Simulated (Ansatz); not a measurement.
# Geometry relaxation, with input and output: FePt2 (part 2 of 2)

Continued. System: FePt2 (I4/mmm, 3 atoms in the cell). Method: DFT PBE, scalar-relativistic, plane waves, PAW, spin-polarised (Ansatz 0.2.0); cutoff 420 eV, 24×24×24 k-mesh, Gaussian smearing of 0.2 eV, collinear spins. The structure was made by a generator, so it may or may not be a known phase.

Geometry of the input (Å; fractional positions):
```
-1.3781  1.3781  5.7546
1.3781  -1.3781  5.7546
1.3781  1.3781  -5.7546
Fe 0.5000  0.5000  0.0000
Pt 0.8426  0.8426  0.0000
Pt 0.1574  0.1574  -0.0000
```

Log, continued
```
relax step   4: F+E_penalty+E_count = -29527.19333647 eV  Δ(F+E_penalty+E_count) = +1.192e-6 eV  max|allowed force component| = 8.334e-5 eV/Å  Δτ_max = 0.0000 Å  P = +0.000 GPa  Ω = 43.724 Å³  energy of the carried Pulay correction = -3.289e-6 eV  (7 SCF iters, dr2 threshold 1.01e-9 eV, accepted)
Initial wavefunctions: pseudopotential atomic-orbital guess (no wavefunctions were taken with the density)
iter 1 solved again at ethr=1.02e-8 eV; its pass at ethr=3.10e-3 eV (dr2=5.31e-6 eV) is discarded
SCF iter   1: F=—  HF=-29527.193340 eV  |F-HF|=—  |Δ(HF+E_count)|=         —  Δρ=7.78e-7 (↑7.78e-7 ↓6.61e-7)  dr2=3.65e-10  dr2_m=1.68e-11  M=3.636 μB ∫|m|=3.831 μB  β_m=0.65  ethr=1.02e-8  ⟨swp⟩=3.7  Hψ=464106  notcnv=0
SCF iter   2: F=—  HF=-29527.193340 eV  |F-HF|=—  |Δ(HF+E_count)|=   5.15e-7  Δρ=8.81e-7 (↑8.81e-7 ↓5.28e-7)  dr2=1.05e-9  dr2_m=2.41e-11  M=3.636 μB ∫|m|=3.831 μB  β_m=0.30  ethr=1.00e-12  ⟨swp⟩=2.9  Hψ=154012  notcnv=0
SCF iter   3: F=—  HF=-29527.193340 eV  |F-HF|=—  |Δ(HF+E_count)|=  2.26e-10  Δρ=3.40e-7 (↑3.40e-7 ↓3.03e-7)  dr2=4.54e-11  dr2_m=5.44e-12  M=3.636 μB ∫|m|=3.831 μB  β_m=0.43  ethr=1.00e-12  ⟨swp⟩=2.0  Hψ=104108  notcnv=0
SCF iter   4: F=—  HF=-29527.193340 eV  |F-HF|=—  |Δ(HF+E_count)|=  7.28e-12  Δρ=1.76e-7 (↑1.76e-7 ↓1.63e-7)  dr2=1.09e-11  dr2_m=2.21e-12  M=3.636 μB ∫|m|=3.831 μB  β_m=0.47  ethr=1.00e-12  ⟨swp⟩=1.0  Hψ=72284  notcnv=0
SCF iter   5: F=—  HF=-29527.193340 eV  |F-HF|=—  |Δ(HF+E_count)|=  1.46e-11  Δρ=1.39e-7 (↑1.39e-7 ↓6.42e-8)  dr2=1.33e-11  dr2_m=1.46e-12  M=3.636 μB ∫|m|=3.831 μB  β_m=0.59  ethr=1.00e-12  ⟨swp⟩=1.0  Hψ=72284  notcnv=0
SCF iter   6: F=—  HF=-29527.193340 eV  |F-HF|=—  |Δ(HF+E_count)|=  7.28e-12  Δρ=6.60e-8 (↑6.60e-8 ↓2.80e-8)  dr2=1.58e-12  dr2_m=5.59e-13  M=3.636 μB ∫|m|=3.831 μB  β_m=0.57  ethr=1.00e-12  ⟨swp⟩=1.0  Hψ=72284  notcnv=0
SCF iter   7: F=—  HF=-29527.193340 eV  |F-HF|=—  |Δ(HF+E_count)|=  3.64e-12  Δρ=2.69e-8 (↑1.62e-8 ↓2.69e-8)  dr2=4.50e-13  dr2_m=1.32e-13  M=3.636 μB ∫|m|=3.831 μB  β_m=0.65  ethr=1.00e-12  ⟨swp⟩=1.0  Hψ=72284  notcnv=0
SCF iter   8: F=—  HF=-29527.193340 eV  |F-HF|=—  |Δ(HF+E_count)|=  1.09e-11  Δρ=1.25e-8 (↑1.25e-8 ↓1.11e-8)  dr2=7.45e-14  dr2_m=4.39e-14  M=3.636 μB ∫|m|=3.831 μB  β_m=0.81  ethr=1.00e-12  ⟨swp⟩=1.0  Hψ=72284  notcnv=0
SCF iter   9: F=-29527.193340 eV  HF=-29527.193340 eV  |F-HF|=7.28e-12  |Δ(HF+E_count)|=  2.18e-11  Δρ=1.98e-8 (↑7.69e-9 ↓1.98e-8)  dr2=4.17e-13  dr2_m=4.01e-14  M=3.636 μB ∫|m|=3.831 μB  ethr=1.00e-12  ⟨swp⟩=2.5  Hψ=206457  notcnv=0
SCF 5 converged in 9 iterations: F = -29527.193340 eV  dr2 = 4.17e-13
relax step   5: F+E_penalty+E_count = -29527.19334008 eV  Δ(F+E_penalty+E_count) = -3.614e-6 eV  max|allowed force component| = 7.953e-5 eV/Å  Δτ_max = 0.0000 Å  P = +0.000 GPa  Ω = 43.724 Å³  stress off target by 1.37e-3 GPa  SCF on the basis re-selected at this cell (its energy is not comparable with the rows above)  (9 SCF iters)
```

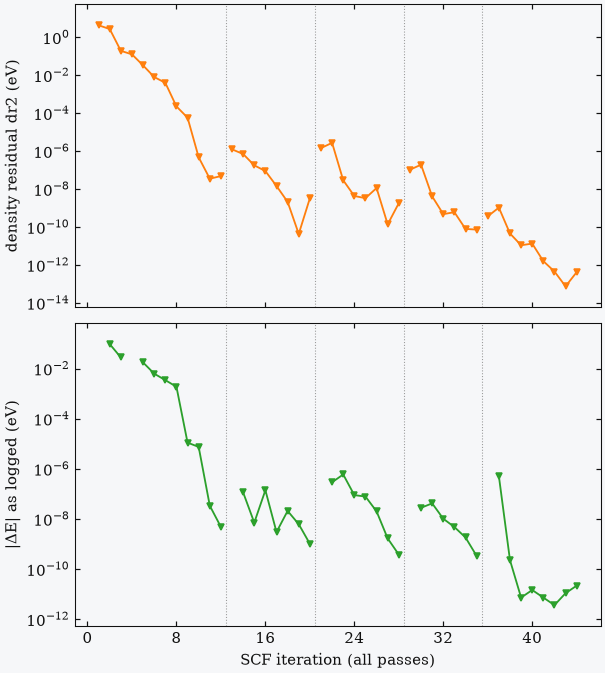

Fig. 1: Convergence of the self-consistent field: density residual dr2 and size of the energy change against the SCF iteration. The dotted lines part the SCF passes of the relaxation: geometry steps, rejected trials and re-solves on a re-selected basis. The 5 passes take 7 to 12 iterations each, 44 in all.

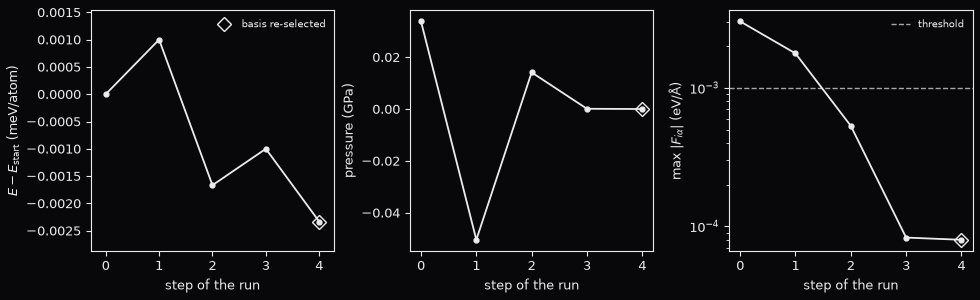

Fig. 2: Progress of the relaxation, step by step (the first geometry is step 0 here and step 1 in the log). The atoms keep their places relative to the cell (all moves are under 0.005 Å). The space group stays I4/mmm (No. 139). Over 3 geometry steps the energy falls by next to nothing (0.0 meV per atom). Largest force component: 0.003 eV/Å at the start, under 0.0001 eV/Å at the end. The pressure goes from 0.03 to 0.00 GPa. A last SCF at the same geometry on a re-selected plane-wave basis shifts the energy by next to nothing (0.0 meV per atom). (Atoms are counted from 1 in the order of the input.)

```
basis re-selected at this cell: Δ(F+E_penalty+E_count) = -3.614e-6 eV, ΔP = -0.000 GPa vs the last step (what re-selecting the basis moved, of the pressure what is left beyond the Pulay correction that the steps carried, after the strain that the cell walked since its last selection, with what the two solves' SCF thresholds leave and, on support functions, any second-order correction that the steps lacked; it is no measure of the basis error at this ecutwfc). This SCF's stress stands 1.37e-3 GPa from its target on what of the cell is left free (relax.cell.stress_tol is 1.00e-2 GPa) and its largest allowed force component is 7.95e-5 eV/Å (relax.f_tol is 1.00e-3 eV/Å): within both
SCF converged after 9 iterations
Magnetization: 3.6362 μB (27.8181 up, 24.1819 down)
Absolute magnetization: 3.8319 μB (∫|ρ↑−ρ↓|, with the PAW one-centre terms)
Spin contamination: 0.1218 ħ² per cell (⟨S²⟩ above its minimum at these occupations)
Per-site moments (μB) at R_I (Å): [(3.0509721582143468, 1.0976011436263209), (0.31559319833468497, 1.0976011436263209), (0.3155931983346848, 1.0976011436263213)]
Free energy (F): -29527.193340 eV
Harris-Foulkes:  -29527.193340 eV  (|F-HF|=7.28e-12)
Internal energy: -29527.151061 eV  (E = F + TS)
E sigma→0 (E₀):  -29527.172201 eV
Entropy (-TS):   -0.042279 eV (-14.093 meV/atom)
Fermi energy:    20.864794 eV
--- Per-component energies (eV) ---
  E_band       = -525.635374
  E_kinetic    = 1620.646200
  E_local      = -5227.569008  (includes V_loc(G=0)·N_el)
  E_nonlocal   = 621.827789
  E_hartree    = 2046.988822
  E_xc         = -640.504091
  E_vxc        = -756.179632  (∫ρ·V_xc dr)
  E_paw        = -20275.951027  (= ΣΔE_a)
  E_vpaw       = -878.339646  (= ΣTr[D̂ρ^β])
  E_aug_tail   = 0.001285  (compensation charges beyond the density's cutoff)
  E_ewald      = -7672.591030
  E_smearing   = -0.042279  (= −TS)
  E_closure    = 0.000000  (closes the sum)
  Σ components = -29527.193340   (vs F -29527.193340, Δ=0.00e0)
--- Forces (eV/Å), atoms counted from 1 ---
  atom   1  Fe    -0.00000000     0.00000000     0.00000000
  atom   2  Pt     0.00000000     0.00000000    -0.00007953
  atom   3  Pt    -0.00000000    -0.00000000     0.00007953
  max |Σ_I F_I| component: 2.17e-19 eV/Å
--- Stress (GPa, compression-positive) ---
        0.000704       0.000000       0.000000
        0.000000       0.000704      -0.000000
        0.000000       0.000000      -0.001366
  P = ⅓ Tr σ = 0.0000 GPa (0.000 kbar)
--- Band table (eV; the first three rows and the last of 2126) ---
  k-point 0 ↑: bands = ["-77.5722", "-77.5600", "-68.1419", "-34.3305", "-34.0597", "-34.0597", "-31.8875", "-31.7175", "-31.7123", "-31.7123", "-31.6608", "-31.6608", "11.2827", "14.1011", "15.0647", "15.2305", "15.5085", "17.4173", "17.4173", "17.7899", "18.6731", "18.7274", "19.0396", "19.4155", "19.4155", "19.4654", "19.7268", "19.7268", "20.1072", "20.3914", "34.9175", "34.9175", "35.0145", "35.0366"]
  k-point 1 ↑: bands = ["-77.5717", "-77.5597", "-68.1416", "-34.3303", "-34.0611", "-34.0610", "-31.8856", "-31.7270", "-31.7167", "-31.7066", "-31.6660", "-31.6647", "11.3730", "14.1825", "15.1150", "15.2826", "15.5511", "17.3715", "17.4529", "17.8109", "18.3863", "18.6645", "18.8429", "18.9708", "19.4111", "19.7197", "19.8884", "19.9406", "20.3363", "20.4474", "34.2646", "34.4902", "34.5349", "34.9168"]
  k-point 2 ↑: bands = ["-77.5702", "-77.5588", "-68.1409", "-34.3294", "-34.0652", "-34.0647", "-31.8800", "-31.7419", "-31.7295", "-31.7025", "-31.6807", "-31.6760", "11.6401", "14.4215", "15.2647", "15.4342", "15.6763", "17.2376", "17.5587", "17.7920", "17.8754", "18.2619", "18.6026", "18.9536", "19.4017", "19.6993", "19.7615", "19.9701", "20.8761", "21.0597", "33.2809", "33.5868", "33.7207", "34.5656"]
  k-point 1062 ↓: bands = ["-77.3757", "-77.3638", "-64.6386", "-31.6493", "-31.4850", "-31.4850", "-31.4760", "-31.4296", "-31.4296", "-30.7769", "-30.6756", "-30.6756", "12.3924", "13.0567", "15.0559", "15.0883", "16.2073", "18.2668", "18.3676", "18.3676", "19.4194", "19.4194", "19.8473", "20.1015", "20.4316", "21.2497", "22.3490", "22.3490", "22.3926", "23.2281", "30.4484", "32.5737", "32.5737", "36.4424"]
--- Relaxed structure (4 steps of the walk, 4 accepted, 1 SCFs on fresh bases) ---
  F+E_penalty+E_count = -29527.19334008 eV   max|allowed force component| = 7.953e-5 eV/Å   (the final SCF, on the basis selected at the relaxed cell)
  cell:  # Å, volume = 43.7237 Å³
    - [-1.3784997380130197, 1.3784997380130197, 5.752326651486745]
    - [1.3784997380130197, -1.3784997380130197, 5.752326651486745]
    - [1.3784997380130197, 1.3784997380130197, -5.752326651486745]
  atoms:
    - { symbol: Fe, position: [0.5, 0.5, 4.767849711686626e-36] }
    - { symbol: Pt, position: [0.8425881858025329, 0.8425881858025329, 3.17823887676528e-36] }
    - { symbol: Pt, position: [0.15741181419746716, 0.15741181419746716, 1.8196563024086614e-37] }
--- Löwdin populations: 3 sites ---
  site symbol       q [e]    m [muB]
     0     Fe     15.5016     3.0676
     1     Pt     17.9941     0.3208
     2     Pt     17.9941     0.3208
  spilling = 0.009809 (of n_electrons = 52.000000)
```

File populations.tsv
```
# site	symbol	l	j	q_up	q_dn
# orbitals = lowdin
# n_electrons = 52.000000
# spilling = 0.009809
0	Fe	0_3S	-	0.994805	0.995261
0	Fe	0_4S	-	0.432308	0.423994
0	Fe	1_3P	-	2.999298	2.999233
0	Fe	2_3D	-	4.858189	1.798549
1	Pt	0_5S	-	0.992414	0.992310
1	Pt	0_6S	-	0.498508	0.532812
1	Pt	1_5P	-	2.998485	2.998091
1	Pt	2_5D	-	4.668056	4.313461
2	Pt	0_5S	-	0.992414	0.992310
2	Pt	0_6S	-	0.498508	0.532812
2	Pt	1_5P	-	2.998485	2.998091
2	Pt	2_5D	-	4.668056	4.313461
```

Trajectory as extended XYZ (Å, eV, eV/Å), 5 frames, from step=1 to step=5
```
3
Lattice="-1.3781 1.3781 5.7546 1.3781 -1.3781 5.7546 1.3781 1.3781 -5.7546" Properties=species:S:1:pos:R:3:forces:R:3 step=1 energy=-29527.19333 pressure_GPa=0.03
Fe    0.0000    0.0000    5.7546    0.0000   0.0000   0.0000
Pt    0.0000    0.0000    9.6973    0.0000   0.0000   0.0030
Pt    0.0000    0.0000    1.8119    0.0000   0.0000  -0.0030
3
Lattice="-1.3786 1.3786 5.7529 1.3786 -1.3786 5.7529 1.3786 1.3786 -5.7529" Properties=species:S:1:pos:R:3:forces:R:3 step=2 energy=-29527.19333 pressure_GPa=-0.05
Fe    0.0000    0.0000    5.7529    0.0000   0.0000   0.0000
Pt    0.0000    0.0000    9.6947    0.0000   0.0000  -0.0018
Pt    0.0000    0.0000    1.8110    0.0000   0.0000   0.0018
3
Lattice="-1.3785 1.3785 5.7519 1.3785 -1.3785 5.7519 1.3785 1.3785 -5.7519" Properties=species:S:1:pos:R:3:forces:R:3 step=3 energy=-29527.19334 pressure_GPa=0.01
Fe    0.0000    0.0000    5.7519    0.0000   0.0000   0.0000
Pt    0.0000    0.0000    9.6931    0.0000   0.0000  -0.0005
Pt    0.0000    0.0000    1.8108    0.0000   0.0000   0.0005
3
Lattice="-1.3785 1.3785 5.7523 1.3785 -1.3785 5.7523 1.3785 1.3785 -5.7523" Properties=species:S:1:pos:R:3:forces:R:3 step=4 energy=-29527.19334 pressure_GPa=0.00
Fe    0.0000    0.0000    5.7523    0.0000   0.0000   0.0000
Pt    0.0000    0.0000    9.6937    0.0000   0.0000  -0.0001
Pt    0.0000    0.0000    1.8110    0.0000   0.0000   0.0001
3
Lattice="-1.3785 1.3785 5.7523 1.3785 -1.3785 5.7523 1.3785 1.3785 -5.7523" Properties=species:S:1:pos:R:3:forces:R:3 step=5 energy=-29527.19334 pressure_GPa=0.00
Fe    0.0000    0.0000    5.7523    0.0000   0.0000   0.0000
Pt    0.0000    0.0000    9.6937    0.0000   0.0000  -0.0001
Pt    0.0000    0.0000    1.8110    0.0000   0.0000   0.0001
```

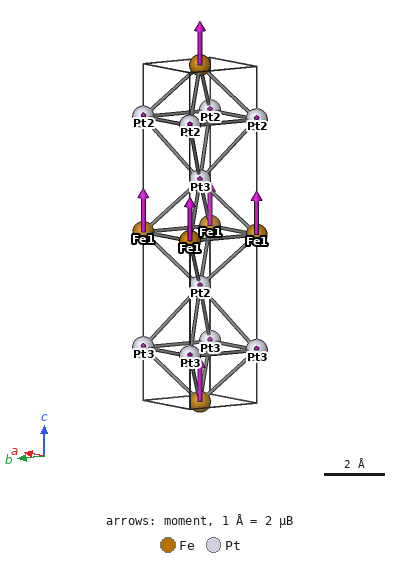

Fig. 3: Magnetic moments of the sites as pink arrows (ball-and-stick view of the cell 2 times as large as that of the calculation, set on its symmetry axes, seen at an oblique angle; atoms are numbered from 1 in the order of the input); small moments hardly show. The run is collinear, so the axis drawn is arbitrary. Site moments: Fe1 (3.05 μB); Pt2, Pt3 (0.32 μB). They are counted near the atoms and needn't add up to the moment of the cell.

Summary

```tsv
quantity	value
outcome	converged
space group (tolerance 0.01 Å)	I4/mmm (139)
electrons treated	52
free energy	−29527.1933 eV
Fermi energy	20.865 eV
gap on the k-point mesh	none (metallic)
net moment of the cell	3.64 μB
integrated absolute moment	3.83 μB
pressure	0.00 GPa
final volume	43.72 Å³
largest force (length of the vector) at the end	under 0.001 eV/Å
final cell	a = 6.074 Å, b = 6.074 Å, c = 6.074 Å, α = 153.76°, β = 153.76°, γ = 37.44°
hardware	4 threads of Intel Xeon @ 2.50GHz (Skylake/Cascade Lake), 189 GiB of memory available, shared host
wall time	8.6 min (CPU time 30 min)
peak memory	2.5 GiB
```

Spin–orbit coupling is left out, which matters for Pt.
